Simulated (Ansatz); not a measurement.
**Geometry relaxation of Al12O (part 2 of 3)**

The same run, continued: Al12O (slab, 13 atoms in the cell); DFT PBE, scalar-relativistic, plane waves, PAW, PAW set soft_1, no spin polarisation (Ansatz 0.2.0); cutoff 420 eV, 5×5×1 k-mesh, Gaussian smearing of 0.1 eV. The structure derives from an entry of the Crystallography Open Database. The input holds or restrains some coordinates.

Geometry of the input (Å; fractional positions):
```
5.7135  0.0000  0.0000
0.0000  5.7135  0.0000
0.0000  0.0000  19.6747
Al 0.2500  0.2500  0.2033
Al 0.2500  0.7500  0.2033
Al 0.7500  0.2500  0.2033
Al 0.7500  0.7500  0.2033
Al 0.0000  0.0000  0.3093
Al 0.0000  0.5000  0.3093
Al 0.5000  0.0000  0.3093
Al 0.5000  0.5000  0.3093
Al 0.2500  0.2500  0.4155
Al 0.2500  0.7500  0.4155
Al 0.7500  0.2500  0.4155
Al 0.7500  0.7500  0.4155
O  0.5000  0.5000  0.4050
```

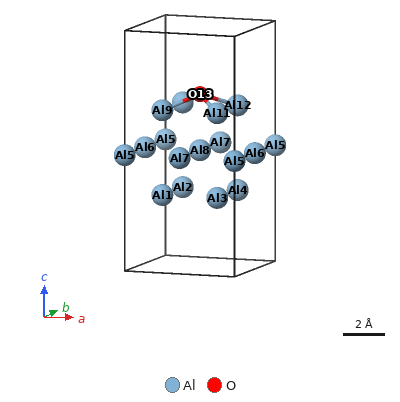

*The geometry at step 7 of the log (ball-and-stick view of the cell of the calculation, with the vacuum cut short, seen slightly off an axis; atoms are numbered from 1 in the order of the input).*

## Log, continued
```
SCF iter   1: F=—  HF=-7013.720673 eV  |F-HF|=—  |Δ(HF+E_count)|=         —  Δρ=4.80e-3  dr2=1.73e-1  ethr=3.88e-4  p=0.037 e·Å  D=1.04e-2 V/Å  ΔV_dip=-0.21 eV  dr2_dipole=1.06e-3  V_vac-E_F(+/−)=4.10/4.31 eV  ⟨swp⟩=1.8  Hψ=806  notcnv=0  defer=33
efield: sawtooth ramp at fractional position 0.7894 (handed on by an earlier solve), width 0.0400; the density the first Hamiltonian is built on has a dipole p = 0.037 e·Å; the dipole correction subtracts the counter field D = 1.04e-2 V/Å, which shifts the + side's vacuum level by -0.21 eV against the − side's; the planar-averaged density in the ramp window peaks in size at 5.4e-7 e/Å³
preconditioner: auto → LDOS  [metal: Δε(μ)=0.083 eV  Ē_g=6.371 eV  σ=0.100 eV  W_gap=0.43  n_scr=66 (ndim 8)  ℏωp=9.3 eV  f_vac=0.531  D(μ)=7.48/eV (n_scr^D=28)  β→1.0]
SCF iter   2: F=—  HF=-7013.681004 eV  |F-HF|=—  |Δ(HF+E_count)|=   3.97e-2  Δρ=2.65e-3  dr2=4.06e-2  ethr=3.88e-4  p=0.040 e·Å  D=1.12e-2 V/Å  ΔV_dip=-0.22 eV  dr2_dipole=1.24e-3  V_vac-E_F(+/−)=4.10/4.32 eV  ⟨swp⟩=2.0  Hψ=335  notcnv=0  defer=33
SCF iter   3: F=—  HF=-7013.667982 eV  |F-HF|=—  |Δ(HF+E_count)|=   1.30e-2  Δρ=7.20e-4  dr2=4.71e-3  ethr=9.67e-5  p=0.048 e·Å  D=1.34e-2 V/Å  ΔV_dip=-0.26 eV  dr2_dipole=4.98e-5  V_vac-E_F(+/−)=4.06/4.32 eV  ⟨swp⟩=2.2  Hψ=321  notcnv=0  defer=33
SCF iter   4: F=—  HF=-7013.667192 eV  |F-HF|=—  |Δ(HF+E_count)|=   7.90e-4  Δρ=1.88e-4  dr2=5.52e-4  ethr=1.12e-5  p=0.048 e·Å  D=1.37e-2 V/Å  ΔV_dip=-0.27 eV  dr2_dipole=6.93e-7  V_vac-E_F(+/−)=4.06/4.32 eV  ⟨swp⟩=2.3  Hψ=310  notcnv=0  defer=33
SCF iter   5: F=-7013.667110 eV  HF=-7013.667122 eV  |F-HF|=1.16e-5  |Δ(HF+E_count)|=   7.05e-5  Δρ=4.63e-5  dr2=2.24e-5  ethr=2.38e-7  p=0.050 e·Å  D=1.41e-2 V/Å  ΔV_dip=-0.28 eV  dr2_dipole=1.01e-8  V_vac-E_F(+/−)=4.05/4.33 eV  ⟨swp⟩=18.5  Hψ=1489  notcnv=0
SCF 4 converged in 5 iterations: F = -7013.667110 eV  dr2 = 2.24e-5
  greatest PAW one-centre occupation: 0.877 electrons in one spin orbital (limit 2), on the O atom at site 12 (counted from 0), in its partial waves of l = 0
relax step   4: F+E_penalty+E_count = -7013.66711005 eV  Δ(F+E_penalty+E_count) = -1.428e-1 eV  max|allowed force component| = 8.215e-1 eV/Å  Δτ_max = 0.1950 Å  (5 SCF iters, dr2 threshold 1.00e-4 eV, accepted)
iter 1 solved again at ethr=4.48e-4 eV; its pass at ethr=3.10e-3 eV (dr2=1.88e-1 eV) is discarded
SCF iter   1: F=—  HF=-7013.885570 eV  |F-HF|=—  |Δ(HF+E_count)|=         —  Δρ=4.93e-3  dr2=2.01e-1  ethr=4.48e-4  p=0.050 e·Å  D=1.41e-2 V/Å  ΔV_dip=-0.28 eV  dr2_dipole=8.99e-3  V_vac-E_F(+/−)=4.09/4.37 eV  ⟨swp⟩=1.7  Hψ=814  notcnv=0  defer=28
efield: sawtooth ramp at fractional position 0.7894 (handed on by an earlier solve), width 0.0400; the density the first Hamiltonian is built on has a dipole p = 0.050 e·Å; the dipole correction subtracts the counter field D = 1.41e-2 V/Å, which shifts the + side's vacuum level by -0.28 eV against the − side's; the planar-averaged density in the ramp window peaks in size at 3.1e-7 e/Å³
preconditioner: auto → LDOS  [insulator: Δε(μ)=0.118 eV  Ē_g=6.315 eV  σ=0.100 eV  W_gap=0.51  n_scr=66 (ndim 8)  ℏωp=9.3 eV  f_vac=0.532  D(μ)=4.84/eV (n_scr^D=18)  ε∞_Penn≈3.2  β→1.0]
SCF iter   2: F=—  HF=-7013.842523 eV  |F-HF|=—  |Δ(HF+E_count)|=   4.30e-2  Δρ=2.97e-3  dr2=4.75e-2  ethr=4.48e-4  p=0.033 e·Å  D=9.30e-3 V/Å  ΔV_dip=-0.18 eV  dr2_dipole=2.71e-3  V_vac-E_F(+/−)=4.19/4.37 eV  ⟨swp⟩=2.0  Hψ=344  notcnv=0  defer=28
SCF iter   3: F=—  HF=-7013.828418 eV  |F-HF|=—  |Δ(HF+E_count)|=   1.41e-2  Δρ=6.37e-4  dr2=3.23e-3  ethr=1.13e-4  p=0.045 e·Å  D=1.27e-2 V/Å  ΔV_dip=-0.25 eV  dr2_dipole=4.90e-5  V_vac-E_F(+/−)=4.12/4.37 eV  ⟨swp⟩=2.2  Hψ=367  notcnv=0  defer=28
SCF iter   4: F=—  HF=-7013.827761 eV  |F-HF|=—  |Δ(HF+E_count)|=   6.58e-4  Δρ=8.28e-5  dr2=1.90e-4  ethr=7.68e-6  p=0.045 e·Å  D=1.26e-2 V/Å  ΔV_dip=-0.25 eV  dr2_dipole=9.21e-6  V_vac-E_F(+/−)=4.13/4.37 eV  ⟨swp⟩=2.8  Hψ=320  notcnv=0  defer=28
SCF iter   5: F=-7013.827759 eV  HF=-7013.827757 eV  |F-HF|=2.17e-6  |Δ(HF+E_count)|=   3.45e-6  Δρ=2.39e-5  dr2=8.70e-6  ethr=2.38e-7  p=0.045 e·Å  D=1.27e-2 V/Å  ΔV_dip=-0.25 eV  dr2_dipole=1.25e-6  V_vac-E_F(+/−)=4.12/4.37 eV  ⟨swp⟩=18.7  Hψ=1434  notcnv=0
SCF 5 converged in 5 iterations: F = -7013.827759 eV  dr2 = 8.70e-6
  greatest PAW one-centre occupation: 0.875 electrons in one spin orbital (limit 2), on the O atom at site 12 (counted from 0), in its partial waves of l = 0
relax step   5: F+E_penalty+E_count = -7013.82775946 eV  Δ(F+E_penalty+E_count) = -1.606e-1 eV  max|allowed force component| = 7.517e-1 eV/Å  Δτ_max = 0.1950 Å  (5 SCF iters, dr2 threshold 1.00e-4 eV, accepted)
iter 1 solved again at ethr=4.45e-4 eV; its pass at ethr=3.10e-3 eV (dr2=1.87e-1 eV) is discarded
SCF iter   1: F=—  HF=-7013.985051 eV  |F-HF|=—  |Δ(HF+E_count)|=         —  Δρ=4.87e-3  dr2=2.02e-1  ethr=4.45e-4  p=0.045 e·Å  D=1.27e-2 V/Å  ΔV_dip=-0.25 eV  dr2_dipole=2.31e-2  V_vac-E_F(+/−)=4.18/4.43 eV  ⟨swp⟩=1.7  Hψ=820  notcnv=0  defer=23
efield: sawtooth ramp at fractional position 0.7894 (handed on by an earlier solve), width 0.0400; the density the first Hamiltonian is built on has a dipole p = 0.045 e·Å; the dipole correction subtracts the counter field D = 1.27e-2 V/Å, which shifts the + side's vacuum level by -0.25 eV against the − side's; the planar-averaged density in the ramp window peaks in size at 6.0e-7 e/Å³
preconditioner: auto → LDOS  [insulator: Δε(μ)=0.134 eV  Ē_g=6.234 eV  σ=0.100 eV  W_gap=0.53  n_scr=66 (ndim 8)  ℏωp=9.3 eV  f_vac=0.532  D(μ)=3.88/eV (n_scr^D=6)  ε∞_Penn≈3.2  β→1.0]
SCF iter   2: F=—  HF=-7013.943996 eV  |F-HF|=—  |Δ(HF+E_count)|=   4.11e-2  Δρ=2.70e-3  dr2=5.60e-2  ethr=4.45e-4  p=0.003 e·Å  D=7.80e-4 V/Å  ΔV_dip=-0.02 eV  dr2_dipole=8.41e-3  V_vac-E_F(+/−)=4.38/4.40 eV  ⟨swp⟩=2.0  Hψ=352  notcnv=0  defer=23
SCF iter   3: F=—  HF=-7013.931438 eV  |F-HF|=—  |Δ(HF+E_count)|=   1.26e-2  Δρ=5.84e-4  dr2=2.54e-3  ethr=1.33e-4  p=0.021 e·Å  D=5.79e-3 V/Å  ΔV_dip=-0.11 eV  dr2_dipole=2.32e-5  V_vac-E_F(+/−)=4.29/4.41 eV  ⟨swp⟩=2.0  Hψ=349  notcnv=0  defer=24
SCF iter   4: F=—  HF=-7013.930929 eV  |F-HF|=—  |Δ(HF+E_count)|=   5.09e-4  Δρ=1.08e-4  dr2=2.11e-4  ethr=6.05e-6  p=0.020 e·Å  D=5.56e-3 V/Å  ΔV_dip=-0.11 eV  dr2_dipole=2.40e-5  V_vac-E_F(+/−)=4.30/4.41 eV  ⟨swp⟩=2.8  Hψ=316  notcnv=0  defer=24
SCF iter   5: F=-7013.930933 eV  HF=-7013.930934 eV  |F-HF|=5.40e-7  |Δ(HF+E_count)|=   5.06e-6  Δρ=2.67e-5  dr2=1.27e-5  ethr=2.38e-7  p=0.020 e·Å  D=5.54e-3 V/Å  ΔV_dip=-0.11 eV  dr2_dipole=3.43e-6  V_vac-E_F(+/−)=4.30/4.41 eV  ⟨swp⟩=20.8  Hψ=1438  notcnv=0
SCF 6 converged in 5 iterations: F = -7013.930933 eV  dr2 = 1.27e-5
  greatest PAW one-centre occupation: 0.873 electrons in one spin orbital (limit 2), on the O atom at site 12 (counted from 0), in its partial waves of l = 0
relax step   6: F+E_penalty+E_count = -7013.93093324 eV  Δ(F+E_penalty+E_count) = -1.032e-1 eV  max|allowed force component| = 2.072e-1 eV/Å  Δτ_max = 0.2000 Å  (5 SCF iters, dr2 threshold 1.00e-4 eV, accepted)
SCF iter   1: F=—  HF=-7013.942424 eV  |F-HF|=—  |Δ(HF+E_count)|=         —  Δρ=2.03e-3  dr2=2.60e-2  ethr=8.17e-4  p=0.020 e·Å  D=5.54e-3 V/Å  ΔV_dip=-0.11 eV  dr2_dipole=3.76e-3  V_vac-E_F(+/−)=4.32/4.43 eV  ⟨swp⟩=2.2  Hψ=481  notcnv=0  defer=29
efield: sawtooth ramp at fractional position 0.7894 (handed on by an earlier solve), width 0.0400; the density the first Hamiltonian is built on has a dipole p = 0.020 e·Å; the dipole correction subtracts the counter field D = 5.54e-3 V/Å, which shifts the + side's vacuum level by -0.11 eV against the − side's; the planar-averaged density in the ramp window peaks in size at 6.2e-7 e/Å³
preconditioner: auto → LDOS  [insulator: Δε(μ)=0.152 eV  Ē_g=6.184 eV  σ=0.100 eV  W_gap=0.61  n_scr=66 (ndim 8)  ℏωp=9.3 eV  f_vac=0.532  D(μ)=3.94/eV (n_scr^D=6)  ε∞_Penn≈3.2  β→1.0]
SCF iter   2: F=—  HF=-7013.935970 eV  |F-HF|=—  |Δ(HF+E_count)|=   6.45e-3  Δρ=6.88e-4  dr2=4.61e-3  ethr=6.18e-5  p=-0.001 e·Å  D=-4.07e-4 V/Å  ΔV_dip=0.01 eV  dr2_dipole=5.73e-4  V_vac-E_F(+/−)=4.42/4.41 eV  ⟨swp⟩=2.0  Hψ=375  notcnv=0  defer=29
SCF iter   3: F=—  HF=-7013.934945 eV  |F-HF|=—  |Δ(HF+E_count)|=   1.03e-3  Δρ=1.52e-4  dr2=2.58e-4  ethr=1.10e-5  p=0.005 e·Å  D=1.53e-3 V/Å  ΔV_dip=-0.03 eV  dr2_dipole=4.17e-6  V_vac-E_F(+/−)=4.38/4.41 eV  ⟨swp⟩=2.0  Hψ=301  notcnv=0  defer=29
SCF iter   4: F=—  HF=-7013.934748 eV  |F-HF|=—  |Δ(HF+E_count)|=   1.97e-4  Δρ=3.35e-5  dr2=2.79e-5  ethr=6.15e-7  p=0.004 e·Å  D=1.25e-3 V/Å  ΔV_dip=-0.02 eV  dr2_dipole=2.65e-6  V_vac-E_F(+/−)=4.39/4.41 eV  ⟨swp⟩=3.2  Hψ=361  notcnv=0  defer=29
SCF iter   5: F=-7013.934750 eV  HF=-7013.934751 eV  |F-HF|=8.38e-7  |Δ(HF+E_count)|=   3.27e-6  Δρ=8.85e-6  dr2=2.38e-6  ethr=7.76e-9  p=0.004 e·Å  D=1.25e-3 V/Å  ΔV_dip=-0.02 eV  dr2_dipole=6.98e-7  V_vac-E_F(+/−)=4.39/4.41 eV  ⟨swp⟩=20.7  Hψ=1393  notcnv=0
SCF 7 converged in 5 iterations: F = -7013.934750 eV  dr2 = 2.38e-6
relax step   7: F+E_penalty+E_count = -7013.93475034 eV  Δ(F+E_penalty+E_count) = -3.817e-3 eV  max|allowed force component| = 1.234e-1 eV/Å  Δτ_max = 0.0825 Å  (5 SCF iters, dr2 threshold 3.26e-6 eV, accepted)
SCF iter   1: F=—  HF=-7013.937530 eV  |F-HF|=—  |Δ(HF+E_count)|=         —  Δρ=7.22e-4  dr2=3.13e-3  ethr=7.61e-5  p=0.004 e·Å  D=1.25e-3 V/Å  ΔV_dip=-0.02 eV  dr2_dipole=5.59e-4  V_vac-E_F(+/−)=4.38/4.41 eV  ⟨swp⟩=2.0  Hψ=465  notcnv=0  defer=15
efield: sawtooth ramp at fractional position 0.7894 (handed on by an earlier solve), width 0.0400; the density the first Hamiltonian is built on has a dipole p = 0.004 e·Å; the dipole correction subtracts the counter field D = 1.25e-3 V/Å, which shifts the + side's vacuum level by -0.02 eV against the − side's; the planar-averaged density in the ramp window peaks in size at 4.6e-7 e/Å³
preconditioner: auto → LDOS  [insulator: Δε(μ)=0.144 eV  Ē_g=6.188 eV  σ=0.100 eV  W_gap=0.60  n_scr=66 (ndim 8)  ℏωp=9.3 eV  f_vac=0.532  D(μ)=4.13/eV (n_scr^D=6)  ε∞_Penn≈3.2  β→1.0]
SCF iter   2: F=—  HF=-7013.936791 eV  |F-HF|=—  |Δ(HF+E_count)|=   7.39e-4  Δρ=2.21e-4  dr2=5.75e-4  ethr=7.45e-6  p=0.012 e·Å  D=3.48e-3 V/Å  ΔV_dip=-0.07 eV  dr2_dipole=1.18e-4  V_vac-E_F(+/−)=4.34/4.41 eV  ⟨swp⟩=2.0  Hψ=375  notcnv=0  defer=17
SCF iter   3: F=—  HF=-7013.936548 eV  |F-HF|=—  |Δ(HF+E_count)|=   2.43e-4  Δρ=4.43e-5  dr2=2.67e-5  ethr=1.37e-6  p=0.010 e·Å  D=2.80e-3 V/Å  ΔV_dip=-0.06 eV  dr2_dipole=3.54e-6  V_vac-E_F(+/−)=4.36/4.41 eV  ⟨swp⟩=2.0  Hψ=301  notcnv=0  defer=17
SCF iter   4: F=—  HF=-7013.936549 eV  |F-HF|=—  |Δ(HF+E_count)|=   5.66e-7  Δρ=8.48e-6  dr2=1.53e-6  ethr=6.36e-8  p=0.010 e·Å  D=2.92e-3 V/Å  ΔV_dip=-0.06 eV  dr2_dipole=6.45e-8  V_vac-E_F(+/−)=4.35/4.41 eV  ⟨swp⟩=2.5  Hψ=341  notcnv=0  defer=17
SCF iter   5: F=-7013.936550 eV  HF=-7013.936550 eV  |F-HF|=9.76e-8  |Δ(HF+E_count)|=   1.03e-6  Δρ=2.47e-6  dr2=2.48e-7  ethr=2.75e-9  p=0.010 e·Å  D=2.92e-3 V/Å  ΔV_dip=-0.06 eV  dr2_dipole=7.17e-8  V_vac-E_F(+/−)=4.35/4.41 eV  ⟨swp⟩=16.5  Hψ=1171  notcnv=0
SCF 8 converged in 5 iterations: F = -7013.936550 eV  dr2 = 2.48e-7
relax step   8: F+E_penalty+E_count = -7013.93654997 eV  Δ(F+E_penalty+E_count) = -1.800e-3 eV  max|allowed force component| = 1.865e-3 eV/Å  Δτ_max = 0.0290 Å  (5 SCF iters, dr2 threshold 1.16e-6 eV, accepted)
iter 1 solved again at ethr=6.93e-10 eV; its pass at ethr=3.10e-3 eV (dr2=2.91e-7 eV) is discarded
SCF iter   1: F=—  HF=-7013.936684 eV  |F-HF|=—  |Δ(HF+E_count)|=         —  Δρ=2.90e-6  dr2=2.93e-7  ethr=6.93e-10  p=0.010 e·Å  D=2.92e-3 V/Å  ΔV_dip=-0.06 eV  dr2_dipole=8.03e-8  V_vac-E_F(+/−)=4.35/4.41 eV  ⟨swp⟩=1.0  Hψ=552  notcnv=0
efield: sawtooth ramp at fractional position 0.7894 (handed on by an earlier solve), width 0.0400; the density the first Hamiltonian is built on has a dipole p = 0.010 e·Å; the dipole correction subtracts the counter field D = 2.92e-3 V/Å, which shifts the + side's vacuum level by -0.06 eV against the − side's; the planar-averaged density in the ramp window peaks in size at 5.9e-7 e/Å³
preconditioner: auto → LDOS  [insulator: Δε(μ)=0.144 eV  Ē_g=6.188 eV  σ=0.100 eV  W_gap=0.60  n_scr=66 (ndim 8)  ℏωp=9.3 eV  f_vac=0.532  D(μ)=4.09/eV (n_scr^D=6)  ε∞_Penn≈3.2  β→1.0]
SCF iter   2: F=—  HF=-7013.936550 eV  |F-HF|=—  |Δ(HF+E_count)|=   1.34e-4  Δρ=2.23e-6  dr2=2.05e-7  ethr=6.93e-10  p=0.010 e·Å  D=2.91e-3 V/Å  ΔV_dip=-0.06 eV  dr2_dipole=5.14e-8  V_vac-E_F(+/−)=4.35/4.41 eV  ⟨swp⟩=2.0  Hψ=302  notcnv=0
SCF iter   3: F=-7013.936550 eV  HF=-7013.936550 eV  |F-HF|=7.55e-9  |Δ(HF+E_count)|=   3.24e-9  Δρ=7.76e-7  dr2=5.11e-9  ethr=2.38e-10  p=0.010 e·Å  D=2.91e-3 V/Å  ΔV_dip=-0.06 eV  dr2_dipole=5.57e-10  V_vac-E_F(+/−)=4.35/4.41 eV  ⟨swp⟩=5.0  Hψ=740  notcnv=0
SCF 9 converged in 3 iterations: F = -7013.936550 eV  dr2 = 5.11e-9
relax step   9: F+E_penalty+E_count = -7013.93655024 eV  Δ(F+E_penalty+E_count) = -2.654e-7 eV  max|allowed force component| = 1.884e-3 eV/Å  Δτ_max = 0.0000 Å  (3 SCF iters, accepted)
SCF converged after 3 iterations
Free energy (F): -7013.936550 eV
Harris-Foulkes:  -7013.936550 eV  (|F-HF|=7.55e-9)
Internal energy: -7013.916083 eV  (E = F + TS)
E sigma→0 (E₀):  -7013.926317 eV
Entropy (-TS):   -0.020467 eV (-1.574 meV/atom)
Fermi energy:    -0.352582 eV
Dipole field:    D = 0.002892 V/Å  (p = 0.010264 e·Å, saw-weighted, corrected)
Work function:   Φ+ = 4.3539 eV   Φ− = 4.4109 eV
Levels:          The Fermi level and band energies are counted from a zero that moves with the ramp; work functions are not
--- Per-component energies (eV) ---
  E_band       = -218.689352
  E_kinetic    = 416.931278
  E_local      = -7472.728708  (includes V_loc(G=0)·N_el)
  E_nonlocal   = 171.788683
  E_hartree    = 3586.813750
  E_xc         = -511.757909
  E_vxc        = -425.176917  (∫ρ·V_xc dr)
  E_paw        = -5793.323306  (= ΣΔE_a)
  E_vpaw       = -83.082941  (= ΣTr[D̂ρ^β])
  E_aug_tail   = 0.000715  (compensation charges beyond the density's cutoff)
  E_efield     = 0.000015  (sawtooth field / dipole correction)
  E_vefield    = -0.047301  (∫n·V_field dr)
  E_ewald      = 2588.359399
  E_smearing   = -0.020467  (= −TS)
  E_closure    = -0.000000  (closes the sum)
  Σ components = -7013.936550   (vs F -7013.936550, Δ=0.00e0)
```
